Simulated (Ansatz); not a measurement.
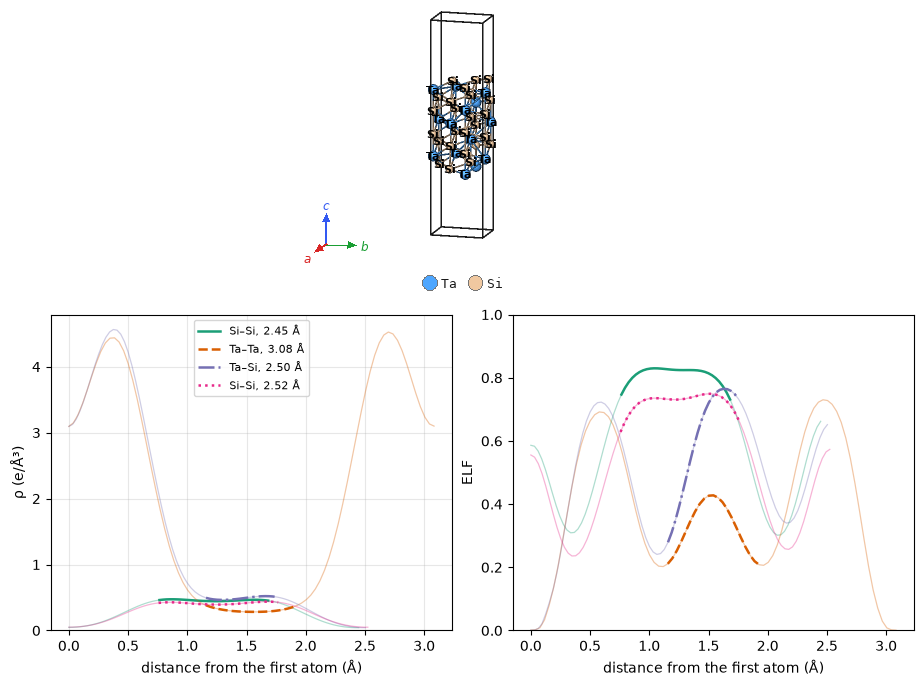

Figure. TaSi₂ (slab). Valence charge density (pseudo) and electron localisation function along straight lines between neighbouring atoms. Thin, pale parts lie inside the atomic spheres. The structure is drawn too.

Computed without spin polarisation.

Level of theory: Ansatz, DFT PBE, scalar-relativistic, plane waves, PAW.

In a PAW calculation such maps are meaningful between the atoms, not at the nuclei.

```xyz
27
Lattice="4.8056 0.0000 0.0000 0.0000 6.5972 0.0000 0.0000 0.0000 26.8240" Properties=species:S:1:pos:R:3 pbc="T T T"
Ta    0.0000    4.3981    7.8053
Si    1.0250    0.0669    8.0936
Si    3.7806    2.1321    8.0936
Si    2.4028    4.3981    8.8058
Ta    3.5776    6.5879    9.5947
Ta    1.2280    2.2083    9.5947
Si    0.0000    4.3981   10.4179
Si    3.6689    2.2131   10.9700
Si    1.1367    6.5832   10.9700
Ta    2.4028    4.3981   11.6875
Si    3.6584    0.0108   12.3189
Si    1.1473    2.1883   12.3189
Si    0.0000    4.3981   13.0258
Ta    1.2044    0.0067   13.7540
Ta    3.6013    2.1923   13.7540
Si    2.4028    4.3981   14.5129
Si    1.2514    2.2026   15.1934
Si    3.5543    6.5936   15.1934
Ta    0.0000    4.3981   15.7980
Si    1.2689    6.5772   16.5056
Si    3.5367    2.2190   16.5056
Si    2.4028    4.3981   17.2294
Ta    3.6587    0.0238   17.9112
Ta    1.1469    2.1753   17.9112
Si    0.0000    4.3981   18.5974
Si    3.4591    2.4237   19.1239
Si    1.3466    6.3725   19.1239
```

### What can be read from the curves?

Si–Si (2.45 Å): ρ at the midpoint is about 0.44 e/Å³; the ELF peaks at about 0.85 between the atoms.
Ta–Ta (3.08 Å): ρ is about 0.28 e/Å³ halfway; the ELF is about 0.45 at the midpoint.
Ta–Si (2.50 Å): the density is about 0.47 e/Å³ at the midpoint; the ELF peaks at about 0.75 in the valence shell of Si, 0.9 Å from its nucleus, and is about 0.40 at the midpoint.
Si–Si (2.52 Å): ρ at the midpoint is about 0.39 e/Å³; the ELF peaks at about 0.75 between the atoms.
